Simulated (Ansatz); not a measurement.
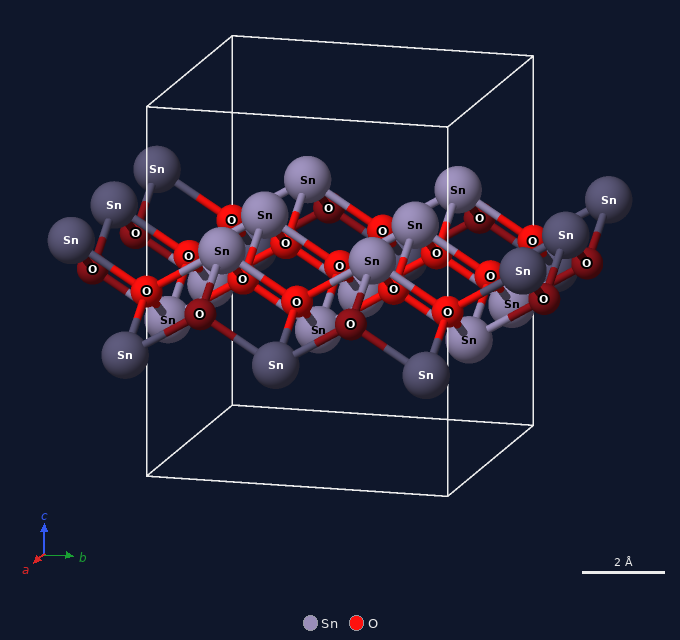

*The starting structure (ball-and-stick view of the 2 × 2 repeat of the cell, with the vacuum cut short, seen slightly off an axis; neighbours outside the cell are drawn fainter).*

# SnO: geometry relaxation (part 1 of 2)

SnO (slab, 4 atoms in the cell), computed with DFT PBE+D3(BJ), scalar-relativistic, plane waves, PAW, PAW set soft_1, no spin polarisation (Ansatz 0.2.0).

The structure derives from an entry of the Crystallography Open Database.

Output:
```
Engine: ansatz 0.2.0, x86_64-unknown-linux-gnu
Pseudopotentials: kind: paw
Pseudopotential: Sn, paw, valence charge 14, recommended cutoff 420 eV (normal), [file]
Pseudopotential: O, paw, valence charge 6, recommended cutoff 420 eV (normal), [file]
Functional definition: PBE
  parameter kappa = 0.804
  parameter beta = 0.06672455060314922
  exchange = pbe_x(kappa = kappa, mu = beta*pi^2/3)
  correlation = pbe_c(beta = beta)
Crystal: 4 atoms, lattice volume = 450.833 Å³
Basis set: ecut = 420 eV, 8871 PW (Γ), exchange–correlation on 54×54×432 points (8 copies of the dense FFT grid, shifted against one another)
Bands: 24, of which v1, the nominal top of the filled ones, is band 20 counted from 1 (19 counted from 0)
Symmetry: 16 space group operations
Space group: P4/nmm (ITA 129), of the structure as read, at distance tolerance 7.7e-5 Å
k-points: 10 of 36
Non-local potential: Sn, projectors of the file, l = 0: 2, l = 1: 2, l = 2: 2, l = 3: 1
Non-local potential: O, projectors of the file, l = 0: 2, l = 1: 2, l = 2: 1
PAW form: soft (Blöchl's): semilocal exchange-correlation on the pseudo side does not see the compensation charge
PAW one-centre angular grid: Sn, 590 points (default); XC on 64 Gauss nodes
PAW one-centre angular grid: O, 110 points (default); XC on 64 Gauss nodes
Initial density: superposition of atomic densities (neutral atoms: chi_scale 0, normalization atom)
Initial wavefunctions: pseudopotential atomic-orbital guess
Functional: x = pbe(κ = 0.804, μ = 0.2195149727645171), c = pbe(β = 0.06672455060314922)
SCF iter   1: F=—  HF=-13188.016161 eV  |F-HF|=—  |Δ(HF+E_count)|=         —  Δρ=5.56e-2  dr2=1.64e1  ethr=3.10e-3  ⟨swp⟩=10.2  Hψ=1476  notcnv=0
preconditioner: auto → Resta (q_TF=auto, 1.822 Å⁻¹)  ε∞=1.4  [insulator: Δε(μ)=3.828 eV  Ē_g=18.210 eV  σ=0.020 eV  W_gap=1.00  n_scr=44 (ndim 8)  ℏωp=11.1 eV  f_vac=0.774  D(μ)=0.00/eV (n_scr^D=0)  ε∞_Penn≈1.4  vacuum switching on, ρ_ref=2.4e-2 e/Å³]
SCF iter   2: F=—  HF=-13186.205075 eV  |F-HF|=—  |Δ(HF+E_count)|=    1.81e0  Δρ=5.30e-2  dr2=1.17e1  ethr=3.10e-3  ⟨swp⟩=6.2  Hψ=851  notcnv=0
SCF iter   3: F=—  HF=-13184.035269 eV  |F-HF|=—  |Δ(HF+E_count)|=    2.17e0  Δρ=8.67e-3  dr2=3.76e-1  ethr=3.10e-3  ⟨swp⟩=5.6  Hψ=736  notcnv=0
SCF iter   4: F=—  HF=-13183.992189 eV  |F-HF|=—  |Δ(HF+E_count)|=   4.31e-2  Δρ=3.67e-3  dr2=9.21e-2  ethr=9.40e-4  ⟨swp⟩=3.5  Hψ=484  notcnv=0
SCF iter   5: F=—  HF=-13183.978112 eV  |F-HF|=—  |Δ(HF+E_count)|=   1.41e-2  Δρ=1.28e-3  dr2=1.38e-2  ethr=2.30e-4  ⟨swp⟩=3.5  Hψ=402  notcnv=0
SCF iter   6: F=—  HF=-13183.975773 eV  |F-HF|=—  |Δ(HF+E_count)|=   2.34e-3  Δρ=3.36e-4  dr2=8.06e-4  ethr=3.44e-5  ⟨swp⟩=3.8  Hψ=543  notcnv=0
SCF iter   7: F=—  HF=-13183.975745 eV  |F-HF|=—  |Δ(HF+E_count)|=   2.82e-5  Δρ=2.50e-4  dr2=5.60e-4  ethr=2.01e-6  ⟨swp⟩=2.8  Hψ=476  notcnv=0
SCF iter   8: F=—  HF=-13183.975628 eV  |F-HF|=—  |Δ(HF+E_count)|=   1.17e-4  Δρ=5.85e-5  dr2=2.70e-5  ethr=1.40e-6  ⟨swp⟩=2.1  Hψ=314  notcnv=0
SCF iter   9: F=—  HF=-13183.975511 eV  |F-HF|=—  |Δ(HF+E_count)|=   1.17e-4  Δρ=9.56e-6  dr2=3.54e-7  ethr=6.76e-8  ⟨swp⟩=3.9  Hψ=543  notcnv=0
SCF iter  10: F=-13183.975511 eV  HF=-13183.975511 eV  |F-HF|=5.07e-9  |Δ(HF+E_count)|=   1.65e-7  Δρ=1.49e-6  dr2=9.25e-9  ethr=2.50e-10  ⟨swp⟩=11.4  Hψ=1662  notcnv=0
SCF 1 converged in 10 iterations: F = -13183.975511 eV  dr2 = 9.25e-9
  greatest PAW one-centre occupation: 0.993 electrons in one spin orbital (limit 2), on the Sn atom at site 3 (counted from 0), in its partial waves of l = 2
relax step   1: F+E_penalty+E_count = -13183.97551051 eV  Δ(F+E_penalty+E_count) = +0.000e0 eV  max|allowed force component| = 3.275e-1 eV/Å  Δτ_max = 0.0000 Å  P = +0.134 N/m  Ω = 450.833 Å³  fix = [c, alpha, beta]  reactions: c +0.000 N/m  (10 SCF iters, dr2 threshold 1.00e-7 eV, accepted)
Crystal: 4 atoms, lattice volume = 445.140 Å³
Basis set: ecut = 420 eV, 8703 PW (Γ), exchange–correlation on 54×54×432 points (8 copies of the dense FFT grid, shifted against one another)
Initial density: handed on by an earlier stage of this run
Initial wavefunctions: those handed on with the density
iter 1 solved again at ethr=4.72e-5 eV; its pass at ethr=3.10e-3 eV (dr2=1.89e-2 eV) is discarded
SCF iter   1: F=—  HF=-13183.981506 eV  |F-HF|=—  |Δ(HF+E_count)|=         —  Δρ=1.50e-3  dr2=2.02e-2  ethr=4.72e-5  ⟨swp⟩=2.9  Hψ=1705  notcnv=0
preconditioner: auto → Resta (q_TF=auto, 1.826 Å⁻¹)  ε∞=1.4  [insulator: Δε(μ)=3.119 eV  Ē_g=17.520 eV  σ=0.020 eV  W_gap=1.00  n_scr=44 (ndim 8)  ℏωp=11.1 eV  f_vac=0.781  D(μ)=0.00/eV (n_scr^D=0)  ε∞_Penn≈1.4  vacuum switching on, ρ_ref=2.2e-2 e/Å³]
SCF iter   2: F=—  HF=-13183.978133 eV  |F-HF|=—  |Δ(HF+E_count)|=   3.37e-3  Δρ=1.77e-3  dr2=1.10e-2  ethr=4.72e-5  ⟨swp⟩=4.1  Hψ=566  notcnv=0
SCF iter   3: F=—  HF=-13183.976488 eV  |F-HF|=—  |Δ(HF+E_count)|=   1.64e-3  Δρ=5.94e-4  dr2=1.59e-3  ethr=2.74e-5  ⟨swp⟩=2.9  Hψ=424  notcnv=0
SCF iter   4: F=—  HF=-13183.976256 eV  |F-HF|=—  |Δ(HF+E_count)|=   2.32e-4  Δρ=1.97e-4  dr2=1.48e-4  ethr=3.97e-6  ⟨swp⟩=2.8  Hψ=465  notcnv=0
SCF iter   5: F=—  HF=-13183.976151 eV  |F-HF|=—  |Δ(HF+E_count)|=   1.04e-4  Δρ=4.72e-5  dr2=5.99e-6  ethr=3.70e-7  ⟨swp⟩=2.9  Hψ=454  notcnv=0
SCF iter   6: F=-13183.976156 eV  HF=-13183.976156 eV  |F-HF|=4.91e-8  |Δ(HF+E_count)|=   4.18e-6  Δρ=6.85e-6  dr2=1.63e-7  ethr=1.00e-9  ⟨swp⟩=9.3  Hψ=1774  notcnv=0
SCF 2 converged in 6 iterations: F = -13183.976156 eV  dr2 = 1.63e-7
relax step   2: F+E_penalty+E_count = -13183.97615569 eV  Δ(F+E_penalty+E_count) = -6.452e-4 eV  max|allowed force component| = 3.661e-1 eV/Å  Δτ_max = 0.0464 Å  P = -0.313 N/m  Ω = 445.140 Å³  energy of the carried Pulay correction = +1.148e-3 eV  fix = [c, alpha, beta]  (6 SCF iters, dr2 threshold 4.00e-7 eV, rejected (line search))
Crystal: 4 atoms, lattice volume = 447.728 Å³
Basis set: ecut = 420 eV, 8719 PW (Γ), exchange–correlation on 54×54×432 points (8 copies of the dense FFT grid, shifted against one another)
iter 1 solved again at ethr=1.29e-5 eV; its pass at ethr=3.10e-3 eV (dr2=5.16e-3 eV) is discarded
SCF iter   1: F=—  HF=-13183.984911 eV  |F-HF|=—  |Δ(HF+E_count)|=         —  Δρ=7.52e-4  dr2=5.27e-3  ethr=1.29e-5  ⟨swp⟩=3.9  Hψ=1758  notcnv=0
preconditioner: auto → Resta (q_TF=auto, 1.824 Å⁻¹)  ε∞=1.4  [insulator: Δε(μ)=3.110 eV  Ē_g=17.576 eV  σ=0.020 eV  W_gap=1.00  n_scr=44 (ndim 8)  ℏωp=11.1 eV  f_vac=0.784  D(μ)=0.00/eV (n_scr^D=0)  ε∞_Penn≈1.4  vacuum switching on, ρ_ref=2.2e-2 e/Å³]
SCF iter   2: F=—  HF=-13183.983902 eV  |F-HF|=—  |Δ(HF+E_count)|=   1.01e-3  Δρ=8.56e-4  dr2=2.52e-3  ethr=1.29e-5  ⟨swp⟩=3.8  Hψ=540  notcnv=0
SCF iter   3: F=—  HF=-13183.983527 eV  |F-HF|=—  |Δ(HF+E_count)|=   3.75e-4  Δρ=3.10e-4  dr2=4.45e-4  ethr=6.30e-6  ⟨swp⟩=3.0  Hψ=420  notcnv=0
SCF iter   4: F=—  HF=-13183.983456 eV  |F-HF|=—  |Δ(HF+E_count)|=   7.11e-5  Δρ=1.08e-4  dr2=5.14e-5  ethr=1.11e-6  ⟨swp⟩=2.5  Hψ=396  notcnv=0
SCF iter   5: F=—  HF=-13183.983419 eV  |F-HF|=—  |Δ(HF+E_count)|=   3.66e-5  Δρ=2.77e-5  dr2=2.92e-6  ethr=1.29e-7  ⟨swp⟩=3.0  Hψ=471  notcnv=0
SCF iter   6: F=—  HF=-13183.983342 eV  |F-HF|=—  |Δ(HF+E_count)|=   7.74e-5  Δρ=5.38e-6  dr2=8.48e-8  ethr=7.31e-9  ⟨swp⟩=3.1  Hψ=484  notcnv=0
SCF iter   7: F=—  HF=-13183.983342 eV  |F-HF|=—  |Δ(HF+E_count)|=   1.68e-8  Δρ=1.13e-6  dr2=4.74e-9  ethr=2.12e-10  ⟨swp⟩=2.9  Hψ=552  notcnv=0
SCF iter   8: F=—  HF=-13183.983342 eV  |F-HF|=—  |Δ(HF+E_count)|=   1.62e-9  Δρ=3.59e-7  dr2=6.22e-10  ethr=1.18e-11  ⟨swp⟩=2.9  Hψ=519  notcnv=0
SCF iter   9: F=—  HF=-13183.983342 eV  |F-HF|=—  |Δ(HF+E_count)|=  1.82e-10  Δρ=4.90e-8  dr2=1.15e-11  ethr=1.55e-12  ⟨swp⟩=2.6  Hψ=497  notcnv=0
SCF iter  10: F=-13183.983342 eV  HF=-13183.983342 eV  |F-HF|=2.73e-11  |Δ(HF+E_count)|=  3.27e-11  Δρ=8.47e-9  dr2=3.61e-13  ethr=1.00e-12  ⟨swp⟩=10.5  Hψ=1673  notcnv=0
SCF 3 converged in 10 iterations: F = -13183.983342 eV  dr2 = 3.61e-13
relax step   3: F+E_penalty+E_count = -13183.98334166 eV  Δ(F+E_penalty+E_count) = -7.831e-3 eV  max|allowed force component| = 4.324e-3 eV/Å  Δτ_max = 0.0228 Å  P = -0.068 N/m  Ω = 447.728 Å³  energy of the carried Pulay correction = +6.242e-4 eV  fix = [c, alpha, beta]  reactions: c +0.000 N/m  (10 SCF iters, accepted)
Crystal: 4 atoms, lattice volume = 447.382 Å³
iter 1 solved again at ethr=2.37e-8 eV; its pass at ethr=3.10e-3 eV (dr2=9.48e-6 eV) is discarded
SCF iter   1: F=—  HF=-13183.983558 eV  |F-HF|=—  |Δ(HF+E_count)|=         —  Δρ=4.62e-5  dr2=1.04e-5  ethr=2.37e-8  ⟨swp⟩=3.5  Hψ=1733  notcnv=0
preconditioner: auto → Resta (q_TF=auto, 1.824 Å⁻¹)  ε∞=1.4  [insulator: Δε(μ)=3.113 eV  Ē_g=17.580 eV  σ=0.020 eV  W_gap=1.00  n_scr=44 (ndim 8)  ℏωp=11.1 eV  f_vac=0.784  D(μ)=0.00/eV (n_scr^D=0)  ε∞_Penn≈1.4  vacuum switching on, ρ_ref=2.2e-2 e/Å³]
SCF iter   2: F=—  HF=-13183.983519 eV  |F-HF|=—  |Δ(HF+E_count)|=   3.95e-5  Δρ=4.46e-5  dr2=7.97e-6  ethr=2.37e-8  ⟨swp⟩=2.3  Hψ=344  notcnv=0
SCF iter   3: F=—  HF=-13183.983522 eV  |F-HF|=—  |Δ(HF+E_count)|=   2.90e-6  Δρ=1.05e-5  dr2=3.45e-7  ethr=1.99e-8  ⟨swp⟩=2.5  Hψ=355  notcnv=0
SCF iter   4: F=—  HF=-13183.983444 eV  |F-HF|=—  |Δ(HF+E_count)|=   7.76e-5  Δρ=2.38e-6  dr2=1.68e-8  ethr=8.62e-10  ⟨swp⟩=3.1  Hψ=434  notcnv=0
SCF iter   5: F=-13183.983444 eV  HF=-13183.983444 eV  |F-HF|=1.64e-10  |Δ(HF+E_count)|=   3.09e-9  Δρ=4.29e-7  dr2=6.06e-10  ethr=1.92e-11  ⟨swp⟩=8.6  Hψ=1354  notcnv=0
SCF 4 converged in 5 iterations: F = -13183.983444 eV  dr2 = 6.06e-10
relax step   4: F+E_penalty+E_count = -13183.98344422 eV  Δ(F+E_penalty+E_count) = -1.026e-4 eV  max|allowed force component| = 6.000e-3 eV/Å  Δτ_max = 0.0006 Å  P = -0.041 N/m  Ω = 447.382 Å³  energy of the carried Pulay correction = +6.942e-4 eV  fix = [c, alpha, beta]  reactions: c +0.000 N/m  (5 SCF iters, dr2 threshold 7.70e-9 eV, accepted)
Crystal: 4 atoms, lattice volume = 447.033 Å³
iter 1 solved again at ethr=2.16e-8 eV; its pass at ethr=3.10e-3 eV (dr2=8.62e-6 eV) is discarded
SCF iter   1: F=—  HF=-13183.983641 eV  |F-HF|=—  |Δ(HF+E_count)|=         —  Δρ=4.64e-5  dr2=8.76e-6  ethr=2.16e-8  ⟨swp⟩=3.5  Hψ=1738  notcnv=0
preconditioner: auto → Resta (q_TF=auto, 1.825 Å⁻¹)  ε∞=1.4  [insulator: Δε(μ)=3.114 eV  Ē_g=17.583 eV  σ=0.020 eV  W_gap=1.00  n_scr=44 (ndim 8)  ℏωp=11.1 eV  f_vac=0.784  D(μ)=0.00/eV (n_scr^D=0)  ε∞_Penn≈1.4  vacuum switching on, ρ_ref=2.2e-2 e/Å³]
SCF iter   2: F=—  HF=-13183.983602 eV  |F-HF|=—  |Δ(HF+E_count)|=   3.96e-5  Δρ=3.48e-5  dr2=5.26e-6  ethr=2.16e-8  ⟨swp⟩=2.2  Hψ=360  notcnv=0
SCF iter   3: F=—  HF=-13183.983601 eV  |F-HF|=—  |Δ(HF+E_count)|=   5.17e-7  Δρ=8.17e-6  dr2=2.92e-7  ethr=1.32e-8  ⟨swp⟩=2.6  Hψ=337  notcnv=0
SCF iter   4: F=—  HF=-13183.983529 eV  |F-HF|=—  |Δ(HF+E_count)|=   7.20e-5  Δρ=2.48e-6  dr2=2.13e-8  ethr=7.30e-10  ⟨swp⟩=3.2  Hψ=460  notcnv=0
SCF iter   5: F=-13183.983529 eV  HF=-13183.983529 eV  |F-HF|=3.77e-10  |Δ(HF+E_count)|=   1.10e-8  Δρ=3.92e-7  dr2=6.97e-10  ethr=6.85e-12  ⟨swp⟩=6.3  Hψ=1554  notcnv=0
SCF 5 converged in 5 iterations: F = -13183.983529 eV  dr2 = 6.97e-10
relax step   5: F+E_penalty+E_count = -13183.98352916 eV  Δ(F+E_penalty+E_count) = -8.494e-5 eV  max|allowed force component| = 4.880e-5 eV/Å  Δτ_max = 0.0001 Å  P = -0.003 N/m  Ω = 447.033 Å³  energy of the carried Pulay correction = +7.645e-4 eV  fix = [c, alpha, beta]  reactions: c +0.000 N/m  (5 SCF iters, dr2 threshold 2.74e-9 eV, accepted)
Initial wavefunctions: pseudopotential atomic-orbital guess (no wavefunctions were taken with the density)
iter 1 solved again at ethr=1.07e-6 eV; its pass at ethr=3.10e-3 eV (dr2=4.29e-4 eV) is discarded
SCF iter   1: F=—  HF=-13183.982954 eV  |F-HF|=—  |Δ(HF+E_count)|=         —  Δρ=1.60e-5  dr2=2.12e-7  ethr=1.07e-6  ⟨swp⟩=5.0  Hψ=2445  notcnv=0
eigensolver tolerance schedule: the retry pair's looser diagonalisation over-reported the residual by 2027.47 of it (diagonalisation noise at 2.36 of the residual, at the tolerance the schedule requests for it); recorded, not acted on — ethr = c·dr2/N_el stays at c = 1.0e-1
SCF iter   2: F=—  HF=-13183.982842 eV  |F-HF|=—  |Δ(HF+E_count)|=   1.12e-4  Δρ=7.31e-6  dr2=5.76e-8  ethr=5.29e-10  ⟨swp⟩=4.5  Hψ=770  notcnv=0
SCF iter   3: F=—  HF=-13183.982842 eV  |F-HF|=—  |Δ(HF+E_count)|=   6.40e-8  Δρ=3.95e-6  dr2=2.15e-8  ethr=1.44e-10  ⟨swp⟩=3.4  Hψ=508  notcnv=0
SCF iter   4: F=—  HF=-13183.982842 eV  |F-HF|=—  |Δ(HF+E_count)|=   1.78e-8  Δρ=1.86e-6  dr2=1.19e-8  ethr=5.37e-11  ⟨swp⟩=2.9  Hψ=386  notcnv=0
SCF iter   5: F=—  HF=-13183.982842 eV  |F-HF|=—  |Δ(HF+E_count)|=   1.63e-9  Δρ=4.73e-7  dr2=4.73e-10  ethr=2.98e-11  ⟨swp⟩=3.1  Hψ=403  notcnv=0
SCF iter   6: F=—  HF=-13183.982842 eV  |F-HF|=—  |Δ(HF+E_count)|=  5.28e-11  Δρ=7.55e-8  dr2=1.03e-11  ethr=1.18e-12  ⟨swp⟩=2.8  Hψ=500  notcnv=0
SCF iter   7: F=-13183.982842 eV  HF=-13183.982842 eV  |F-HF|=3.46e-11  |Δ(HF+E_count)|=  6.37e-11  Δρ=2.81e-8  dr2=2.47e-12  ethr=1.00e-12  ⟨swp⟩=11.0  Hψ=1704  notcnv=0
SCF 6 converged in 7 iterations: F = -13183.982842 eV  dr2 = 2.47e-12
relax step   6: F+E_penalty+E_count = -13183.98284235 eV  Δ(F+E_penalty+E_count) = +6.868e-4 eV  max|allowed force component| = 9.873e-5 eV/Å  Δτ_max = 0.0000 Å  P = -0.013 N/m  Ω = 447.033 Å³  fix = [c, alpha, beta]  reactions: c +0.000 N/m  stress off target by 1.31e-2 N/m on what of the cell is left free  SCF on the basis re-selected at this cell (its energy is not comparable with the rows above)  (7 SCF iters)
```
